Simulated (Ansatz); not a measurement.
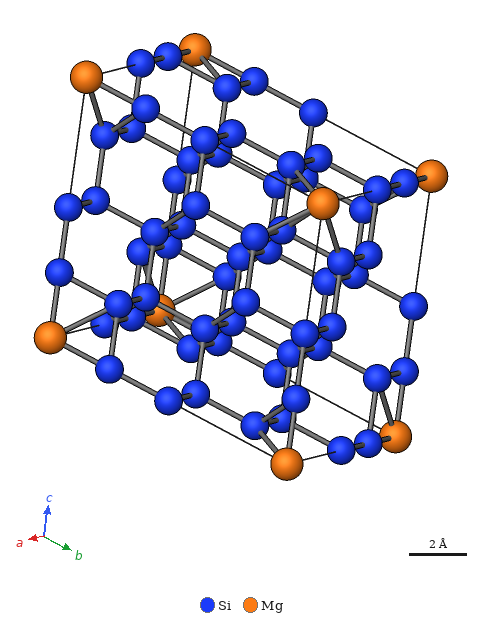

Figure 1. The starting structure (ball-and-stick view of the cell of the calculation, seen slightly off an axis).

# Geometry relaxation, with input and output: MgSi32

System: MgSi32 (defect cell, 33 atoms in the cell).
Method: DFT, PBE, plane waves, PAW, no spin polarisation (Ansatz 0.2.0).

The structure derives from a Materials Project entry. The run did not end well. It belongs to a series of runs on one base structure; here: Mg interstitial, charge +0, atoms relaxed at the host's cell.

### The program's output
```
Engine: ansatz 0.2.0, x86_64-unknown-linux-gnu
Pseudopotentials: kind: paw
Pseudopotential: Si, paw, valence charge 4, recommended cutoff 420 eV (normal), Si.paw.azcp
Pseudopotential: Mg, paw, valence charge 10, recommended cutoff 420 eV (normal), Mg.paw.azcp
Functional definition: PBE
  parameter kappa = 0.804
  parameter beta = 0.06672455060314922
  exchange = pbe_x(kappa = kappa, mu = beta*pi^2/3)
  correlation = pbe_c(beta = beta)
Crystal: 33 atoms, lattice volume = 654.703 Å³
Basis set: ecut = 420 eV, 12839 PW (Γ), exchange–correlation on 128×128×128 points (8 copies of the dense FFT grid, shifted against one another)
Bands: 102, of which v1, the nominal top of the filled ones, is band 69 counted from 1 (68 counted from 0)
Symmetry: 24 space group operations
Space group: I-43m (ITA 217), of the structure as read, at distance tolerance 8.7e-5 Å
k-points: 2 of 8 (time reversal used)
Non-local potential: Si, projectors of the file, l = 0: 2, l = 1: 2, l = 2: 2
Non-local potential: Mg, projectors of the file, l = 0: 3, l = 1: 2, l = 2: 1
PAW form: soft (Blöchl's): semilocal exchange-correlation on the pseudo side does not see the compensation charge
PAW one-centre angular grid: Si, 110 points (default); XC on 64 Gauss nodes
PAW one-centre angular grid: Mg, 110 points (default); XC on 64 Gauss nodes
Initial density: superposition of atomic densities (neutral atoms: chi_scale 0, normalization atom), corrected by the library's trained network
Initial wavefunctions: pseudopotential atomic-orbital guess
Functional: x = pbe(κ = 0.804, μ = 0.2195149727645171), c = pbe(β = 0.06672455060314922)
SCF iter   1: F=—  HF=-22267.018729 eV  |F-HF|=—  |Δ(HF+E_count)|=         —  Δρ=2.14e-3  dr2=4.35e-2  ethr=1.77e-3  ⟨swp⟩=6.5  Hψ=945  notcnv=0  defer=27
preconditioner: auto → Resta (q_TF=auto, 2.105 Å⁻¹)  ε∞=5.5  [insulator: Δε(μ)=0.349 eV  Ē_g=7.843 eV  σ=0.010 eV  W_gap=1.00  n_scr=86 (ndim 8)  ℏωp=16.5 eV  f_vac=0.000  D(μ)=0.00/eV (n_scr^D=0)  ε∞_Penn≈5.5]
SCF iter   2: F=—  HF=-22267.016699 eV  |F-HF|=—  |Δ(HF+E_count)|=   2.03e-3  Δρ=1.15e-3  dr2=1.08e-2  ethr=3.15e-5  ⟨swp⟩=3.5  Hψ=303  notcnv=0  defer=49
SCF iter   3: F=—  HF=-22267.016852 eV  |F-HF|=—  |Δ(HF+E_count)|=   1.53e-4  Δρ=2.22e-4  dr2=6.21e-4  ethr=7.84e-6  ⟨swp⟩=3.0  Hψ=253  notcnv=0  defer=50
SCF iter   4: F=—  HF=-22267.016866 eV  |F-HF|=—  |Δ(HF+E_count)|=   1.42e-5  Δρ=8.22e-5  dr2=7.48e-5  ethr=4.50e-7  ⟨swp⟩=2.0  Hψ=292  notcnv=0  defer=50
SCF iter   5: F=—  HF=-22267.016529 eV  |F-HF|=—  |Δ(HF+E_count)|=   3.37e-4  Δρ=2.21e-5  dr2=4.48e-6  ethr=5.42e-8  ⟨swp⟩=2.0  Hψ=292  notcnv=0  defer=50
SCF iter   6: F=—  HF=-22267.016535 eV  |F-HF|=—  |Δ(HF+E_count)|=   5.21e-6  Δρ=5.93e-6  dr2=2.02e-7  ethr=3.24e-9  ⟨swp⟩=2.0  Hψ=292  notcnv=0  defer=50
SCF iter   7: F=-22267.016535 eV  HF=-22267.016535 eV  |F-HF|=1.53e-8  |Δ(HF+E_count)|=   2.75e-7  Δρ=1.23e-6  dr2=2.63e-8  ethr=7.25e-11  ⟨swp⟩=18.0  Hψ=1686  notcnv=0
SCF 1 converged in 7 iterations: F = -22267.016535 eV  dr2 = 2.63e-8
  greatest PAW one-centre occupation: 1.000 electrons in one spin orbital (limit 2), on the Mg atom at site 32 (counted from 0), in its partial waves of l = 0
relax step   1: F+E_penalty+E_count = -22267.01653492 eV  Δ(F+E_penalty+E_count) = +0.000e0 eV  max|allowed force component| = 1.168e0 eV/Å  Δτ_max = 0.0000 Å  (7 SCF iters, accepted)
```

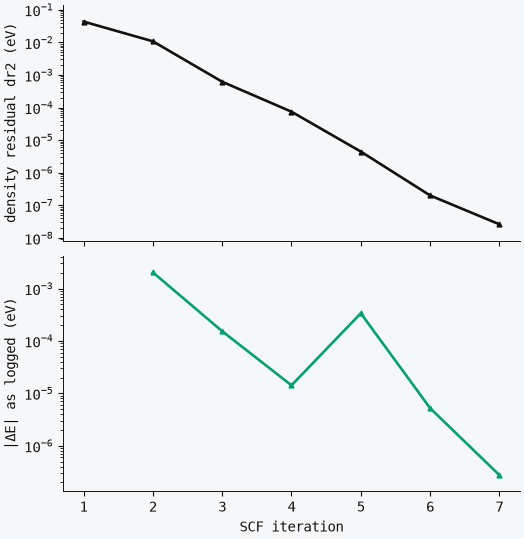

Figure 2. Convergence of the self-consistent field: density residual dr2 and size of the energy change against the SCF iteration. The residual is still falling at the last step (down to 2.5 × 10⁻⁸), so the run was stopped before it got there.

```
Step failed. What follows is not a result of the run: it is the report of the last solve that finished, which converged after 7 SCF iterations.
Free energy (F): -22267.016535 eV
Harris-Foulkes:  -22267.016535 eV  (|F-HF|=1.53e-8)
Internal energy: -22267.016535 eV  (E = F + TS)
E sigma→0 (E₀):  -22267.016535 eV
Fermi energy:    7.312577 eV
--- Per-component energies (eV) ---
  E_band       = -193.540962
  E_kinetic    = 1369.624794
  E_local      = -3144.660241  (includes V_loc(G=0)·N_el)
  E_nonlocal   = 925.145157
  E_hartree    = 1147.734670
  E_xc         = -1796.564233
  E_vxc        = -1535.408766  (∫ρ·V_xc dr)
  E_paw        = -16699.432507  (= ΣΔE_a)
  E_vpaw       = -103.707532  (= ΣTr[D̂ρ^β])
  E_aug_tail   = 0.000207  (compensation charges beyond the density's cutoff)
  E_ewald      = -4068.864381
  E_smearing   = -0.000000  (= −TS)
  E_closure    = 0.000000  (closes the sum)
  Σ components = -22267.016535   (vs F -22267.016535, Δ=0.00e0)
--- Forces (eV/Å), atoms counted from 1 ---
  atom   1  Si    -0.08547631    -0.00074807     0.08547631
  atom   2  Si     0.00074807    -0.08547631    -0.08547631
  atom   3  Si    -0.08547631     0.08547631    -0.00074807
  atom   4  Si    -0.00074807    -0.08547631     0.08547631
  atom   5  Si    -1.16834575    -1.16834575    -1.16834575
  atom   6  Si     1.16834575     1.16834575    -1.16834575
  atom   7  Si     1.16834575    -1.16834575     1.16834575
  atom   8  Si     0.00074807     0.08547631     0.08547631
  atom   9  Si    -0.00074807     0.08547631    -0.08547631
  atom  10  Si    -0.08547631     0.00074807    -0.08547631
  atom  11  Si    -1.16834575     1.16834575     1.16834575
  atom  12  Si     0.08547631     0.00074807     0.08547631
  atom  13  Si    -0.08547631    -0.08547631     0.00074807
  atom  14  Si     0.08547631     0.08547631     0.00074807
  atom  15  Si     0.08547631    -0.08547631    -0.00074807
  atom  16  Si     0.08547631    -0.00074807    -0.08547631
  atom  17  Si     0.00000000     0.00000000     0.00000000
  atom  18  Si    -0.15915250     0.15915250     0.15915250
  atom  19  Si     0.00000000     0.00000000    -0.00000000
  atom  20  Si     0.00000000    -0.00000000     0.00000000
  atom  21  Si    -0.15915250    -0.15915250    -0.15915250
  atom  22  Si     0.00000000    -0.00000000    -0.51185416
  atom  23  Si     0.00000000    -0.51185416    -0.00000000
  atom  24  Si     0.51185416    -0.00000000     0.00000000
  atom  25  Si     0.00000000     0.00000000    -0.00000000
  atom  26  Si     0.15915250    -0.15915250     0.15915250
  atom  27  Si    -0.51185416     0.00000000     0.00000000
  atom  28  Si     0.00000000     0.51185416     0.00000000
  atom  29  Si     0.15915250     0.15915250    -0.15915250
  atom  30  Si     0.00000000    -0.00000000     0.51185416
  atom  31  Si    -0.00000000    -0.00000000    -0.00000000
  atom  32  Si    -0.00000000     0.00000000    -0.00000000
  atom  33  Mg     0.00000000     0.00000000    -0.00000000
  max |Σ_I F_I| component: 6.11e-16 eV/Å
--- Band table (eV) ---
  k-point 0: bands = ["-69.4845", "-36.2510", "-36.2510", "-36.2510", "-5.2900", "-4.7774", "-4.7774", "-4.7774", "-3.2385", "-3.2385", "-3.2385", "-3.1425", "-2.9647", "-2.9647", "-2.8425", "-2.8425", "-2.8425", "-2.7982", "-2.7982", "-2.7982", "-0.3768", "-0.2668", "-0.2668", "-0.2668", "-0.1697", "-0.1697", "-0.1238", "-0.1238", "-0.1238", "0.0076", "0.0076", "0.0076", "2.0847", "2.2440", "2.2440", "2.2440", "2.5284", "2.5769", "2.5769", "2.5769", "2.6915", "2.6915", "2.7490", "2.7490", "2.7490", "2.8564", "2.8564", "2.8564", "3.8301", "3.8301", "3.8301", "4.0227", "4.0227", "4.0227", "4.0234", "4.0234", "4.1625", "4.1625", "4.1625", "4.1980", "5.3072", "5.3072", "5.3072", "5.4709", "5.4709", "5.5503", "5.5503", "5.5503", "7.1429", "7.4826", "7.4826", "7.4826", "7.7274", "7.7274", "7.7378", "7.7378", "7.7378", "7.8245", "7.8245", "7.8245", "8.1069", "8.1496", "8.1496", "8.1496", "9.3606", "9.3606", "9.3606", "9.6630", "9.6630", "9.7685", "9.7685", "9.7685", "10.4098", "10.4098", "10.4098", "10.4133", "10.6411", "10.6411", "10.6453", "10.6453", "10.6453", "10.6592"]
  k-point 1: bands = ["-69.4845", "-36.2510", "-36.2510", "-36.2510", "-5.4990", "-4.6298", "-4.3310", "-4.3310", "-4.1919", "-3.6110", "-3.5311", "-3.5311", "-3.4301", "-3.2424", "-2.7535", "-2.5420", "-2.5420", "-2.4556", "-1.5007", "-1.5007", "-1.5004", "-1.4698", "-0.4461", "-0.3732", "-0.3732", "-0.3400", "-0.2315", "-0.0653", "-0.0512", "-0.0512", "0.4696", "1.7260", "1.8597", "1.8597", "1.9385", "1.9487", "2.0348", "2.0348", "2.1497", "2.7128", "2.8037", "2.8037", "2.8975", "3.2615", "3.4306", "3.4409", "3.4409", "3.6014", "3.6647", "3.6647", "3.6864", "3.7282", "3.7282", "3.7684", "3.8325", "3.8325", "3.8504", "4.6839", "4.7191", "4.7451", "4.7451", "4.8664", "4.9696", "4.9929", "4.9929", "5.0082", "5.4123", "5.4123", "6.7538", "7.5683", "7.9683", "8.0152", "8.0439", "8.0439", "8.2255", "8.3487", "8.3487", "8.4452", "8.5372", "8.5641", "8.5641", "8.6215", "8.6848", "8.9841", "8.9841", "9.0251", "9.0394", "9.5310", "9.6333", "9.6333", "9.7616", "9.7860", "9.7860", "9.8586", "9.9676", "9.9676", "10.0071", "10.0468", "10.0929", "10.0929", "10.1543", "10.2911"]
End of that report.
Error: geometry relaxation did not converge after 1 steps: max|allowed force component| = 1.17e0 eV/Å (threshold 2.5e-2). Raise `relax.max_steps` over both its present limit and 1, loosen `relax.f_tol`, or start from a geometry closer to equilibrium. Where this run's directory can be resumed (`checkpoint.write`), a resume goes on for up to `relax.max_steps` more
```

The run was set up as follows.

### Input file
```yaml
crystal:
  lattice:
    - [5.4700937543, 5.4700937543, -5.4700937543]
    - [-5.4700937543, 5.4700937543, 5.4700937543]
    - [5.4700937543, -5.4700937543, 5.4700937543]
  atoms:
    - { symbol: Si, position: [0.5, 0.75, 1.0] }
    - { symbol: Si, position: [0.25, 0.75, 0.25] }
    - { symbol: Si, position: [0.0, 0.75, 0.5] }
    - { symbol: Si, position: [0.5, 1.0, 0.75] }
    - { symbol: Si, position: [0.75, 0.75, 0.75] }
    - { symbol: Si, position: [0.25, 1.0, 1.0] }
    - { symbol: Si, position: [0.0, 0.0, 0.25] }
    - { symbol: Si, position: [0.5, 0.25, 0.5] }
    - { symbol: Si, position: [0.75, 0.0, 0.5] }
    - { symbol: Si, position: [0.25, 0.25, 0.75] }
    - { symbol: Si, position: [0.0, 0.25, 0.0] }
    - { symbol: Si, position: [0.5, 0.5, 0.25] }
    - { symbol: Si, position: [0.75, 0.25, 0.25] }
    - { symbol: Si, position: [0.25, 0.5, 0.5] }
    - { symbol: Si, position: [0.0, 0.5, 0.75] }
    - { symbol: Si, position: [0.75, 0.5, 0.0] }
    - { symbol: Si, position: [0.25, 0.5, 0.75] }
    - { symbol: Si, position: [0.0, 0.5, 0.0] }
    - { symbol: Si, position: [0.75, 0.5, 0.25] }
    - { symbol: Si, position: [0.25, 0.75, 0.5] }
    - { symbol: Si, position: [0.5, 0.5, 0.5] }
    - { symbol: Si, position: [0.0, 0.75, 0.75] }
    - { symbol: Si, position: [0.75, 0.75, 0.0] }
    - { symbol: Si, position: [0.25, 0.0, 0.25] }
    - { symbol: Si, position: [0.5, 0.75, 0.25] }
    - { symbol: Si, position: [0.0, 0.0, 0.5] }
    - { symbol: Si, position: [0.75, 0.0, 0.75] }
    - { symbol: Si, position: [0.25, 0.25, 0.0] }
    - { symbol: Si, position: [0.5, 0.0, 0.0] }
    - { symbol: Si, position: [0.0, 0.25, 0.25] }
    - { symbol: Si, position: [0.75, 0.25, 0.5] }
    - { symbol: Si, position: [0.5, 0.25, 0.75] }
    - { symbol: Mg, position: [0.0, 0.0, 0.0] }
  host:
    lattice:
      - [0.0, 2.7350468771, 2.7350468771]
      - [2.7350468771, 0.0, 2.7350468771]
      - [2.7350468771, 2.7350468771, 0.0]
    atoms:
      - { symbol: Si, position: [0.75, 0.75, 0.75] }
      - { symbol: Si, position: [0.5, 0.5, 0.5] }
basis:
  ecutwfc: 420
  xc_grid: 2
kpoints:
  mp_grid: { grid: [2, 2, 2], shift: [0.5, 0.5, 0.5] }
hamiltonian:
  xc: pbe
scf:
  occupations: { method: gaussian, width: 0.01 }
output:
  forces: true
  stress: false
  eigenvalues: true
  charged_corrections:
    defect_position: [0.0, 0.0, 0.0]
    epsilon: [[12.9823, 0.0, 0.0], [0.0, 12.9823, 0.0], [0.0, 0.0, 12.9823]]
  write_density: true
  write_potential: true
  elf: true
  volumetric_format: npy
relax:
  adjacent_minimum: "off"
  f_tol: 0.025
  max_steps: 1
```

Run as:
```bash
ansatz run input.yaml --threads 4 --pin off --max-ram 8192MiB --backend cpu --events-out ev --progress --plain --runs-dir out
```

### What the run reported

| quantity | value |
| --- | --- |
| outcome | not converged |
| hardware | 4 threads of Intel Xeon @ 2.10GHz (Emerald Rapids), 189 GiB of memory available, shared host |
| wall time | 11 s (CPU time 25 s) |
| peak memory | 0.99 GiB |

### What went wrong

Settings chosen away from the usual ones: Mg interstitial, charge +0, atoms relaxed at the host's cell. The run did not converge: “geometry relaxation did not converge after 1 steps: max|allowed force component| = 1.17e0 eV/Å (threshold 2.5e-2). Raise `relax.max_steps` over both its present limit and 1, loosen `relax.f_tol`, or start from a geometry closer to equilibrium …” Its last values are not results.
